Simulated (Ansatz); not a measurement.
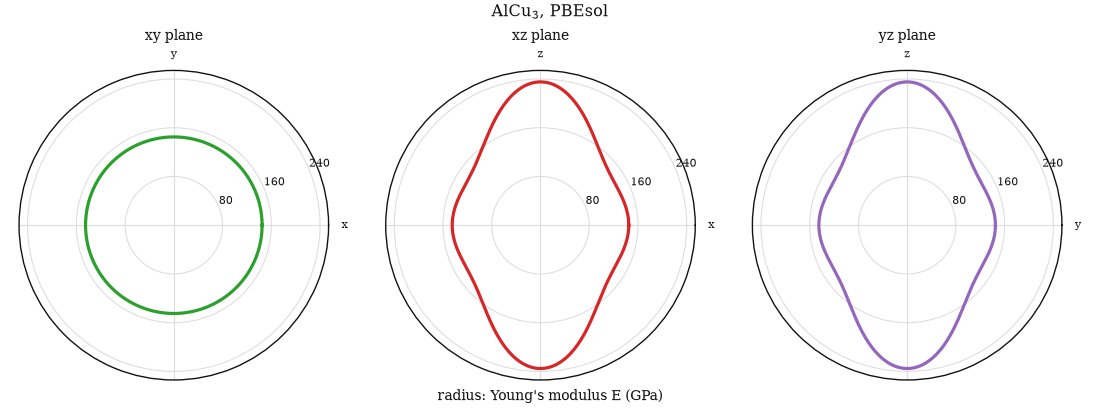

The picture above shows the Young's modulus as a function of direction in the xy, xz and yz planes for AlCu₃, space group P6_3/mmc (No. 194).

The given structure:
```
CELL_PARAMETERS angstrom
5.14460 0.00000 0.00000
-2.57230 4.45535 0.00000
0.00000 0.00000 4.17613
ATOMIC_POSITIONS crystal
Al 0.66667 0.33333 0.25000
Al 0.33333 0.66667 0.75000
Cu 0.33057 0.16528 0.75000
Cu 0.83472 0.16528 0.75000
Cu 0.83472 0.66943 0.75000
Cu 0.66943 0.83472 0.25000
Cu 0.16528 0.83472 0.25000
Cu 0.16528 0.33057 0.25000
```

How it was computed, with Ansatz 0.2.0: elastic stress-strain coefficients at zero temperature from small strains of the given cell, Voigt order xx yy zz yz xz xy, Cartesian axes of the cell vectors; plane waves with PAW datasets, Γ-centred k mesh. Level: PBEsol, no spin polarisation.

wave cutoff 420 eV; k mesh 12×12×8; occupations Fermi–Dirac; smearing width 0.15 eV; ions relaxed; strain amplitude 0.005.

**Between which limits does E lie over all directions?**

Over all directions E runs from 140 to 235 GPa, a ratio of 1.68.

**What is E along the Cartesian axes and along their diagonal?**

E is 145 GPa along x, 145 GPa along y and 235 GPa along z, and 141 GPa along the body diagonal x + y + z.

Limits of the calculation: metal sensitive to the k mesh.

The computed values:

Stiffness matrix C (GPa), Voigt order:
```json
{"": "xx", "xx": "228.0", "yy": "132.6", "zz": "91.6", "yz": "0.0", "xz": "0.0", "xy": "0.0"}
{"": "yy", "xx": "132.6", "yy": "228.0", "zz": "91.6", "yz": "0.0", "xz": "0.0", "xy": "0.0"}
{"": "zz", "xx": "91.5", "yy": "91.5", "zz": "281.7", "yz": "0.0", "xz": "0.0", "xy": "0.0"}
{"": "yz", "xx": "0.0", "yy": "0.0", "zz": "0.0", "yz": "55.3", "xz": "0.0", "xy": "0.0"}
{"": "xz", "xx": "0.0", "yy": "0.0", "zz": "0.0", "yz": "0.0", "xz": "55.3", "xy": "0.0"}
{"": "xy", "xx": "0.0", "yy": "0.0", "zz": "0.0", "yz": "0.0", "xz": "0.0", "xy": "47.7"}
```
